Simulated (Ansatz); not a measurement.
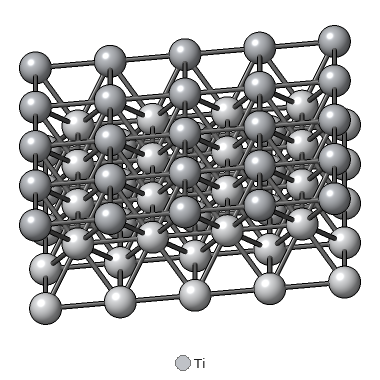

The system is Si on a Ti(100) slab cut from the Fm-3m phase, its upper half relaxed before the scan (12 atoms of substrate and one adsorbate in a 2 × 2 cell); the picture shows it without the atoms that are moved over the map. Si is moved over the surface cell; relaxed at each place: the height of the adsorbate's atoms; substrate rigid; the origin of the map has the adsorbate above Ti9. Places are given modulo a cell vector. The map is drawn in real space over the plane of the surface. The grid has 6 × 6 points; 10 points were computed and 26 follow by symmetry. Places are given in fractions of the 1 × 1 surface cell. Energies: eV, counted from the lowest grid point. Theory: Ansatz, DFT PBE, scalar-relativistic, plane waves, PAW. Settings: cutoff 420 eV, k-mesh 5×5×1, gaussian smearing 0.1 eV, no spin polarisation.

Range: position of Si13 along the first surface vector from 0.000 to 0.833; position of Si13 along the second surface vector from 0.000 to 0.833.

**What landscape does the calculation give?**

The lowest grid point is at a fourfold hollow over a second-layer Ti atom, (3/6, 3/6) of the cell vectors. It is the only kind of minimum in the scanned range. The highest grid point, the top site over a surface Ti atom, (0/6, 0/6) of the cell vectors, lies 1.72 eV above the lowest. On the interpolated surface the easiest way out of the lowest well to its copy in the next cell or period passes a barrier of about 1.1 eV. At the lowest point the adsorbate has 4 Ti at 2.55 Å as nearest neighbours, at the highest 1 Ti at 2.40 Å. Its relaxed height above the top atom is 1.51 Å at the lowest and 2.40 Å at the highest point.

| second ↓, first → | 0/6 | 1/6 | 2/6 | 3/6 | 4/6 | 5/6 |
| --- | --- | --- | --- | --- | --- | --- |
| 5/6 | 1.65 | 1.57 | 1.24 | 0.90 | 1.24 | 1.57 |
| 4/6 | 1.37 | 1.24 | 0.81 | 0.41 | 0.81 | 1.24 |
| 3/6 | 1.06 | 0.90 | 0.41 | 0.00 | 0.41 | 0.90 |
| 2/6 | 1.37 | 1.24 | 0.81 | 0.41 | 0.81 | 1.24 |
| 1/6 | 1.65 | 1.57 | 1.24 | 0.90 | 1.24 | 1.57 |
| 0/6 | 1.72 | 1.65 | 1.37 | 1.06 | 1.37 | 1.65 |

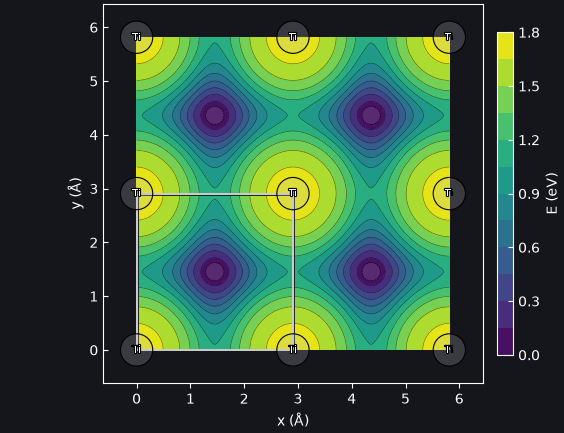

The picture shows filled contours, labelled circles for the atoms of the top layer and small ones for the second layer, the outline of one cell of the 2 × 2 shown. Between grid points the surface is interpolated.

Each point was launched as `ansatz run input.yaml --threads 4 --pin off --max-ram 12288MiB --backend cpu --events-out ev --progress --plain --runs-dir out`. Time for the 10 points that were run: 11 min on 4 threads of Arm Neoverse V1 (shared host).

PAW datasets: the set soft_1.
